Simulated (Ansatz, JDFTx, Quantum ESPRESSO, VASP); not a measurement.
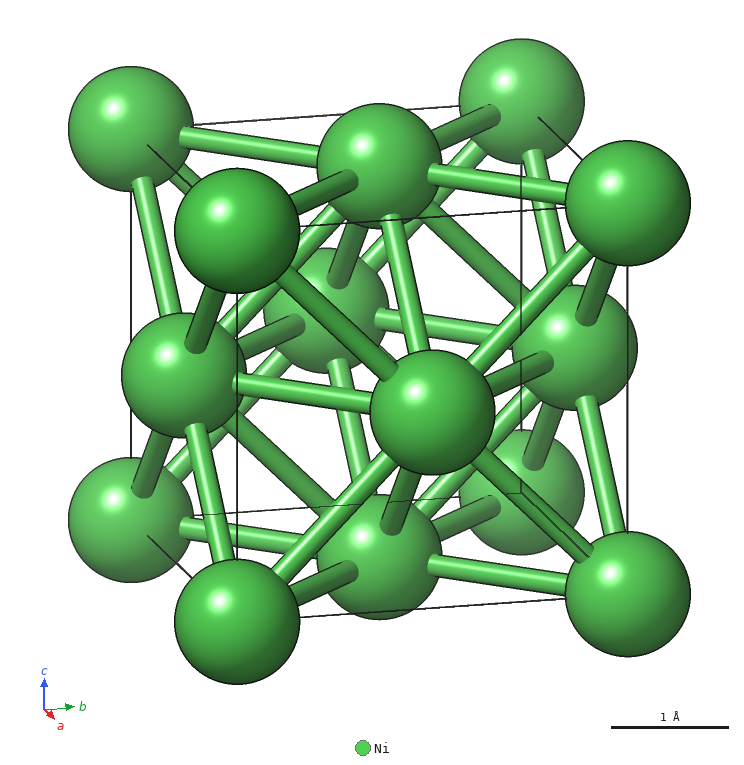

Ni, face-centred cubic (Cu type), space group Fm-3m (No. 225), a = 3.475 Å, b = 3.475 Å, c = 3.475 Å, α = 90.00°, β = 90.00°, γ = 90.00° (10.49 Å³/atom). The crystal in a ball-and-stick representation, seen slightly off an axis. The parallelepiped is the conventional unit cell. The cell is a structure listed in the Materials Project.

The cell was scaled uniformly, at fixed shape and fractional positions, in five programs or potential sets. Alike in all runs: functional PBE; k mesh 13 × 13 × 13 on the run's cell of 1 atom; occupations fermi-dirac, width 0.05 eV; collinear spin, ferromagnetic start; no spin-orbit coupling.

Energies from VASP (PBE potentials, release 64 Ni):

| volume (Å³/atom) | E − E(lowest point) (meV/atom) |
| --- | --- |
| 9.862 | 71.59 |
| 10.072 | 43.38 |
| 10.282 | 22.90 |
| 10.492 | 9.33 |
| 10.702 | 1.91 |
| 10.912 | 0.00 |
| 11.122 | 2.99 |

Question: Fit a third-order Birch-Murnaghan equation of state to these points.

Answer: V0 = 10.88 Å³/atom (a0 = 3.518 Å), B0 = 197 GPa and B0′ = 4.9. V0 lies 3.7 % above the volume of the cell as given.

The same fit in all programs:

| program | V0 (Å³/atom) | a0 (Å) | B0 (GPa) | B0′ |
| --- | --- | --- | --- | --- |
| VASP (PBE potentials, release 64 Ni) | 10.88 | 3.518 | 197 | 4.9 |
| JDFTx (PseudoDojo 0.5 standard) | ? | ? | ? | ? |
| Quantum ESPRESSO (SSSP 1.3 efficiency) | 10.88 | 3.518 | 201 | 4.9 |
| Ansatz (Ansatz PAW soft_1) | 10.89 | 3.519 | 200 | 4.8 |
| Ansatz LAPW (all-electron) | 10.88 | 3.518 | 200 | 4.8 |

Question: What does JDFTx (PseudoDojo 0.5 standard) give?

Answer: V0 = 10.90 Å³/atom, a0 = 3.520 Å, B0 = 199 GPa and B0′ = 4.9. The other rows span 10.88 to 10.89 Å³/atom and 197 to 201 GPa.

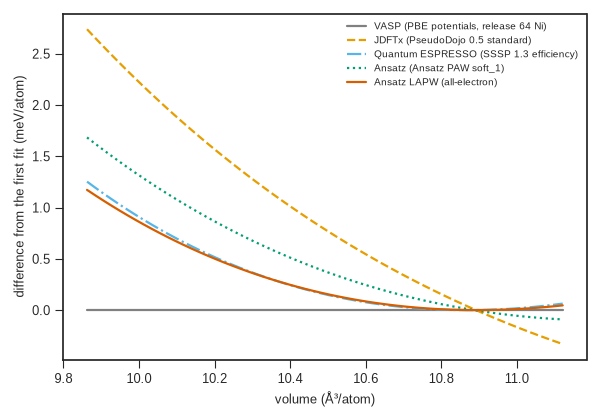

Each fitted curve, counted from its own minimum, less that of VASP (PBE potentials, release 64 Ni). With one functional throughout, the spread comes from potentials, basis sets and numerical settings; B0′ is uncertain by a few tenths over so narrow a range. Each run keeps the magnetic state that it reached from a ferromagnetic start.
